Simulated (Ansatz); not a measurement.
Cell and atoms:

```xyz
8
Lattice="11.4474 0.0000 0.0000 0.0000 4.0223 0.0000 0.0000 0.0000 4.4566" Properties=species:S:1:pos:R:3 pbc="T T T"
Sn    7.1149    1.0056    1.6467
Sn    4.3326    3.0167    2.8099
Sn   10.0563    3.0167    3.8750
Sn    1.3912    1.0056    0.5816
S     4.0049    1.0056    0.1008
S     7.4425    3.0167    4.3558
S     1.7188    3.0167    2.3290
S     9.7286    1.0056    2.1275
```

> Work out the structure from the coordinates.

The formula is SnS. Its lattice is primitive orthorhombic, its space group Pnma (No. 62). Counting shared atoms by their share gives 4 Sn, 4 S, or 8 atoms. Each Sn has three S in a trigonal pyramidal arrangement at 2.66 to 2.68 Å. Each S has three Sn in a trigonal pyramidal arrangement at 2.66 to 2.68 Å. The bonds build SnS layers parallel to (100).

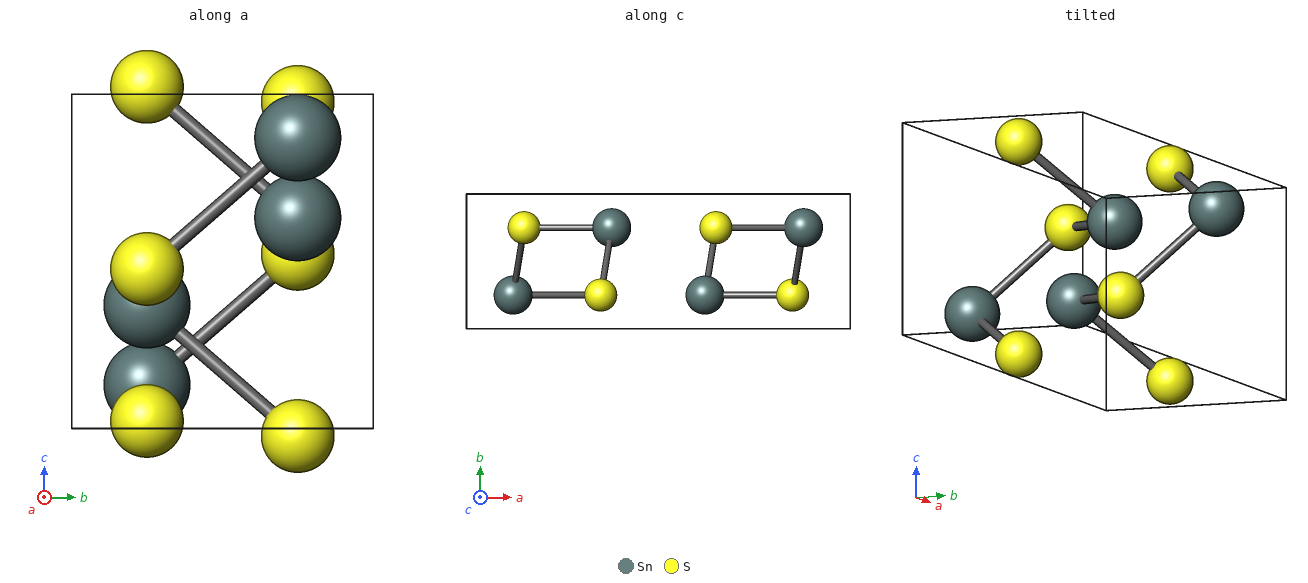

The figure gives a ball-and-stick picture of the atoms, viewed along the a axis, along the c axis and slightly off an axis. Atoms at the boundary of the conventional unit cell (the box) are drawn once for each face, edge or corner they touch. Colours: tin teal, sulfur yellow.

Its origin is a structure listed in the Materials Project. A relaxation with DFT PBE, scalar-relativistic, plane waves, PAW (Ansatz) gave the geometry drawn.
